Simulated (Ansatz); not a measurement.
# Hf2S: what the fields show

```
CELL_PARAMETERS angstrom
3.37427 0.00000 0.00000
-1.68714 2.92221 0.00000
0.00000 0.00000 11.48306
ATOMIC_POSITIONS crystal
Hf 0.33333 0.66667 0.10157
Hf 0.66667 0.33333 0.60157
Hf 0.33333 0.66667 0.39843
Hf 0.66667 0.33333 0.89843
S 0.00000 0.00000 0.25000
S 0.00000 0.00000 0.75000
```

Space group P6₃/mmc; a structure from a database of computed crystals, not necessarily the ambient phase.

Level of theory: Kohn-Sham DFT of a periodic cell, PBEsol, Ansatz PAW (Ansatz 0.2.0).

Core electrons are frozen (PAW), and the valence fields are smoothed inside the atomic spheres.

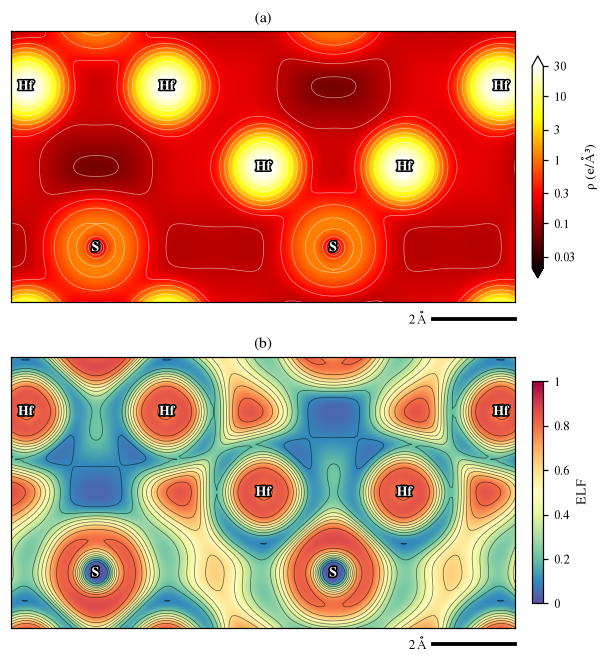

Figure 1. (a) valence electron density; (b) ELF on the (110) plane of the conventional cell.

Read the bonding off the picture.

Answer. Atoms in the plane: Hf and S.
Hf–S (2.59 Å): the density is about 0.38 e/Å³ at the midpoint; the ELF peaks at about 0.85 in the valence shell of S, 0.8 Å from its nucleus, and is about 0.30 at the midpoint; no localised pair shows between them.
Hf–Hf (3.04 Å): the density is about 0.22 e/Å³ at the midpoint; the ELF is about 0.25 at the midpoint: no shared electron pair shows on this line.
Between the atoms the lowest density in this plane is 0.07 e/Å³.
The ELF has a maximum of about 0.85 in the space between the atoms, 2.0 Å from four Hf atoms, on no atom or two-centre bond.
The features right at Hf lie inside the PAW spheres, where the map follows smoothed inner orbitals and isn't to be read closely.

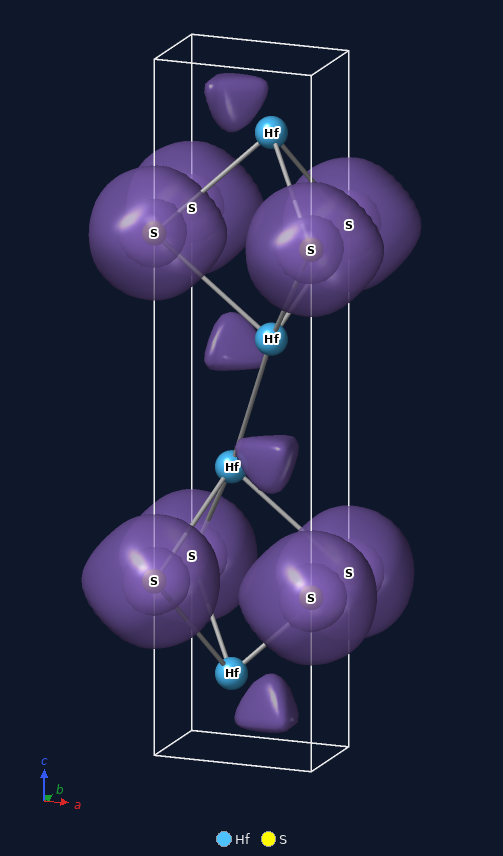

Figure 2. Isosurface of the electron localisation function at 0.7 (purple), seen slightly off an axis. Only the valence region is drawn (cores and ρ < 0.01 e/Å³ removed). Sticks mark near contacts.

Describe the localisation domains.

Answer. At this value the surface marks out two regions wrapped around S (the valence shell of each) and four pockets between the atoms, centred on no nucleus (multi-centre or interstitial), counted in one cell of 6 atoms. Any copies at cell faces, edges or corners count once.

Does the calculation give a band gap?

Answer. It is gapless in this calculation (a metal or semimetal).
